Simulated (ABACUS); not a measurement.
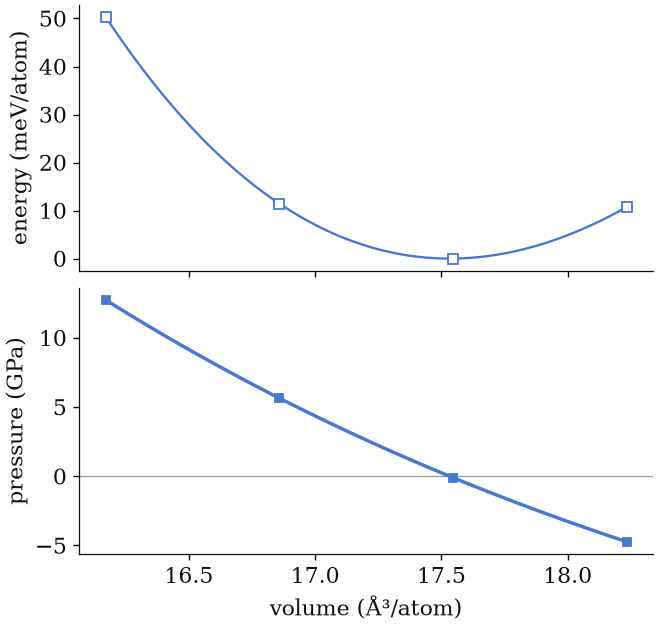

Plotted: energy and pressure against volume for Al₂Pt, space group Fm-3m (No. 225).

Cell as given: a = 4.179 Å, b = 4.179 Å, c = 4.179 Å, α = 60.00°, β = 60.00°, γ = 60.00°; 3 atoms.

Calculation (ABACUS 3.10.1): DFT in plane waves or numerical atomic orbitals with pseudopotentials, no spin polarisation; energies at scaled volumes of the given cell, shape and fractions fixed, counted from the fit's minimum, third-order Birch-Murnaghan fit. Level: PBE.

- k mesh: 6×6×6
- occupations: Fermi–Dirac
- smearing width: 0.05 eV
- potentials: PseudoDojo NC SR 0.4.1 PBE standard
- wave cutoff: 1361 eV
- density cutoff: 5442 eV
- program settings: basis TZDP

**Give the fitted equation-of-state parameters.**

A third-order Birch–Murnaghan fit gives V0 = 17.53 Å³/atom, B0 = 132 GPa and B′ = 4.4.

**Read off the course of the pressure.**

It falls from 12.73 GPa at volume 16.17 Å³/atom to −4.73 GPa at 18.23 Å³/atom, and changes sign near 17.53 Å³/atom.

Keep in mind: home made orbitals; spin-orbit coupling left out, heavy elements.

The computed values:

```tsv
volume (Å³/atom)	energy (meV/atom)	pressure (GPa)
16.17	50.36	12.73
16.86	11.45	5.64
17.55	0.00	-0.10
18.23	10.74	-4.73
```
